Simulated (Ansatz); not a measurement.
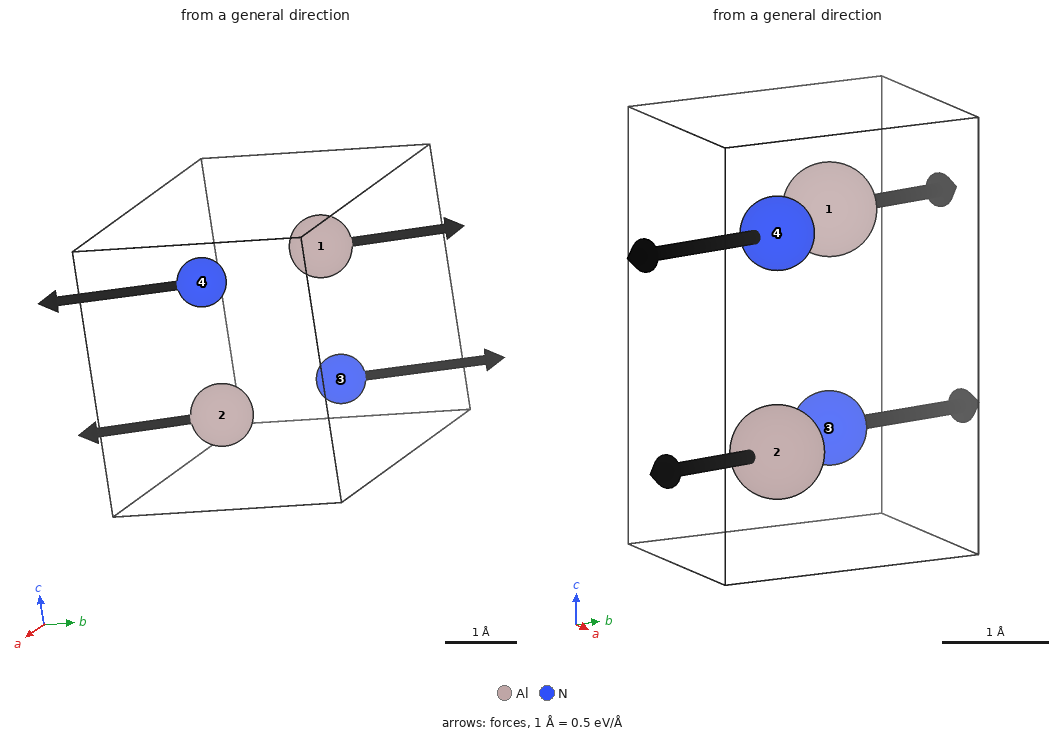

The figure gives a spheres-only picture of the atoms, viewed from two general directions. The cell (the run's own, in a reduced setting) is drawn as a box. The arrows are the computed forces on the atoms.

System: AlN. The numbers come from Ansatz 0.2.0, DFT PBEsol, scalar-relativistic, plane waves, PAW, using cutoff 420 eV, k-points about 0.25 Å⁻¹ apart, Gaussian smearing of 0.05 eV, no spin polarisation.

> Could this be the end point of a relaxation?

No. The atoms still feel forces of up to about 1 eV/Å, far above a usual threshold of 0.01 to 0.03 eV/Å.

> Where is the maximum force, and how large is it?

N3 and N4, about 1 eV/Å.

> How big are the forces on each element on average?

Mean magnitudes: about Al 0.82 eV/Å, N 1 eV/Å.

Its origin is a structure listed in the Materials Project. The cell was then strained or its atoms displaced on purpose. A calculation with Ansatz used it as input.
